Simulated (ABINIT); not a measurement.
## SnSe: phonons q calculation (part 3 of 3)

Continued. System: SnSe (Fm-3m, 2 atoms in the cell). Method: Kohn-Sham DFT of a periodic cell, LDA, PseudoDojo NC SR LDA v0.4.1 standard, no spin polarisation (ABINIT 10.8.3); cutoff 1170.09 eV, 4×4×4 k-mesh, fixed occupations. The structure derives from an entry of the Crystallography Open Database.

Geometry of the input (Å; fractional positions):
```
0.0000  2.9405  2.9405
2.9405  0.0000  2.9405
2.9405  2.9405  0.0000
Sn 0.0000  0.0000  0.0000
Se 0.5000  0.5000  0.5000
```

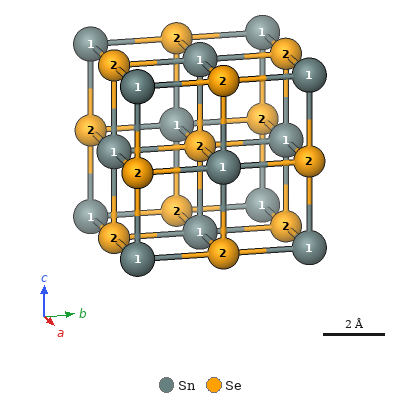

**Figure 1.** The structure as given in the input (ball-and-stick view of the cell 4 times as large as that of the calculation, set on its symmetry axes, seen slightly off an axis; atoms are numbered from 1 in the order of the input). An atom can appear more than once, as a periodic image.

## What the program printed, continued
```
     iter   2DEtotal(Ha)        deltaE(Ha) residm    vres2
-ETOT  1   11.462589125017     -5.932E+04 8.146E+01 2.709E+02
 ETOT  2   1.6769317091662     -9.786E+00 1.959E-01 3.026E+02
 ETOT  3   1.6276730906816     -4.926E-02 6.596E-03 2.685E+01
 ETOT  4   1.6259926614134     -1.680E-03 3.644E-04 5.081E+00
 ETOT  5   1.6247274912007     -1.265E-03 9.692E-05 3.076E-01
 ETOT  6   1.6246764410230     -5.105E-05 1.895E-06 1.685E-02
 ETOT  7   1.6246752732100     -1.168E-06 1.809E-07 1.269E-04
 ETOT  8   1.6246752049469     -6.826E-08 1.681E-08 9.450E-07
 ETOT  9   1.6246752037828     -1.164E-09 3.092E-09 7.920E-08
 ETOT 10   1.6246752034335     -3.492E-10 3.340E-10 1.600E-09

 At SCF step   10       vres2   =  1.60E-09 < tolvrs=  1.00E-08 =>converged.
================================================================================

 ----iterations are completed or convergence reached----

 Mean square residual over all n,k,spin=   49.277E-14; max=  33.400E-11

 2DEtotal=    0.1624675203E+01 Ha. Also 2DEtotal=    0.442096644849E+02 eV
    (2DErelax=   -5.9328980767E+04 Ha. 2DEnonrelax=    5.9330605443E+04 Ha)
    (  non-var. 2DEtotal :    1.6246706834E+00 Ha)

--------------------------------------------------------------------------------
 Perturbation wavevector (in red.coord.)   0.500000  0.250000  0.750000
 Perturbation : displacement of atom   2   along direction   2
 The set of symmetries contains only one element for this perturbation.
 symkpt : not enough symmetry to change the number of k points.

--------------------------------------------------------------------------------

--------------------------------------------------------------------------------

 Initialisation of the first-order wave-functions :
  ireadwf=   0

--- !BeginCycle
iteration_state: {dtset: 3, }
solver: {iscf: 7, nstep: 80, nline: 4, wfoptalg: 0, }
tolerances: {tolvrs: 1.00E-08, }
...

     iter   2DEtotal(Ha)        deltaE(Ha) residm    vres2
-ETOT  1   12.309906360274     -5.926E+04 8.145E+01 1.852E+03
 ETOT  2   2.4692730164709     -9.841E+00 1.698E-01 2.131E+02
 ETOT  3   2.4223942908750     -4.688E-02 4.561E-03 2.985E+01
 ETOT  4   2.4166809846677     -5.713E-03 2.982E-04 1.052E+00
 ETOT  5   2.4164474150632     -2.336E-04 3.957E-05 1.613E-01
 ETOT  6   2.4164063009405     -4.111E-05 2.002E-06 2.249E-02
 ETOT  7   2.4164046437684     -1.657E-06 2.433E-07 5.594E-04
 ETOT  8   2.4164045308310     -1.129E-07 2.132E-08 4.486E-05
 ETOT  9   2.4164045243699     -6.461E-09 2.166E-09 3.415E-06
 ETOT 10   2.4164045236860     -6.767E-10 2.086E-10 6.544E-08
 ETOT 11   2.4164045235405     -1.528E-10 2.703E-11 5.223E-09

 At SCF step   11       vres2   =  5.22E-09 < tolvrs=  1.00E-08 =>converged.
================================================================================

 ----iterations are completed or convergence reached----

 Mean square residual over all n,k,spin=   34.903E-15; max=  27.035E-12

 2DEtotal=    0.2416404524E+01 Ha. Also 2DEtotal=    0.657537168166E+02 eV
    (2DErelax=   -5.9273734335E+04 Ha. 2DEnonrelax=    5.9276150740E+04 Ha)
    (  non-var. 2DEtotal :    2.4164226067E+00 Ha)

================================================================================

 ---- first-order wavefunction calculations are completed ----

 ==> Compute Derivative Database <==

  Dynamical matrix, in cartesian coordinates,
   if specified in the inputs, asr has been imposed
     j1       j2             matrix element
  dir pert dir pert     real part    imaginary part

   1    1   1    1         0.0438204425        -0.0000000000

   2    1   2    1         0.0235672150        -0.0000000000
   2    1   2    2         0.0000000000         0.0086213974

   3    1   3    1         0.0235672150        -0.0000000000
   3    1   3    2        -0.0000000000        -0.0086213974

   1    2   1    2         0.0519473773        -0.0000000000

   2    2   2    1         0.0000000000        -0.0086215479
   2    2   2    2         0.0263079178         0.0000000000

   3    2   3    1        -0.0000000000         0.0086215479
   3    2   3    2         0.0263079178         0.0000000000

  Phonon wavevector (reduced coordinates) :  0.50000  0.25000  0.75000
 Phonon energies in Hartree :
   2.908617E-04  2.908617E-04  4.500022E-04  4.550646E-04  4.550646E-04
   6.007561E-04
 Phonon frequencies in cm-1    :
   6.383676E+01  6.383676E+01  9.876408E+01  9.987514E+01  9.987514E+01
   1.318507E+02

== END DATASET(S) ==============================================================
================================================================================

 -outvars: echo values of variables after computation  --------
            acell      7.8585384413E+00  7.8585384413E+00  7.8585384413E+00 Bohr
           etotal1    -1.9979293879E+02
           etotal2     1.2894883527E+00
           etotal3     2.4164045235E+00
            fcart1    -0.0000000000E+00 -0.0000000000E+00 -0.0000000000E+00
                      -0.0000000000E+00 -0.0000000000E+00 -0.0000000000E+00
            fcart2     0.0000000000E+00  0.0000000000E+00  0.0000000000E+00
                       0.0000000000E+00  0.0000000000E+00  0.0000000000E+00
            fcart3     0.0000000000E+00  0.0000000000E+00  0.0000000000E+00
                       0.0000000000E+00  0.0000000000E+00  0.0000000000E+00
            rprim      0.0000000000E+00  7.0710678120E-01  7.0710678120E-01
                       7.0710678120E-01  0.0000000000E+00  7.0710678120E-01
                       7.0710678120E-01  7.0710678120E-01  0.0000000000E+00
           strten1    -2.0747784989E-05 -2.0747784989E-05 -2.0747784989E-05
                       0.0000000000E+00  0.0000000000E+00  0.0000000000E+00
           strten2     0.0000000000E+00  0.0000000000E+00  0.0000000000E+00
                       0.0000000000E+00  0.0000000000E+00  0.0000000000E+00
           strten3     0.0000000000E+00  0.0000000000E+00  0.0000000000E+00
                       0.0000000000E+00  0.0000000000E+00  0.0000000000E+00
           xangst      0.0000000000E+00  0.0000000000E+00  0.0000000000E+00
                       2.9405455881E+00  2.9405455881E+00  2.9405455881E+00
             xred      0.0000000000E+00  0.0000000000E+00  0.0000000000E+00
                       5.0000000000E-01  5.0000000000E-01  5.0000000000E-01
 Calculation completed.
```
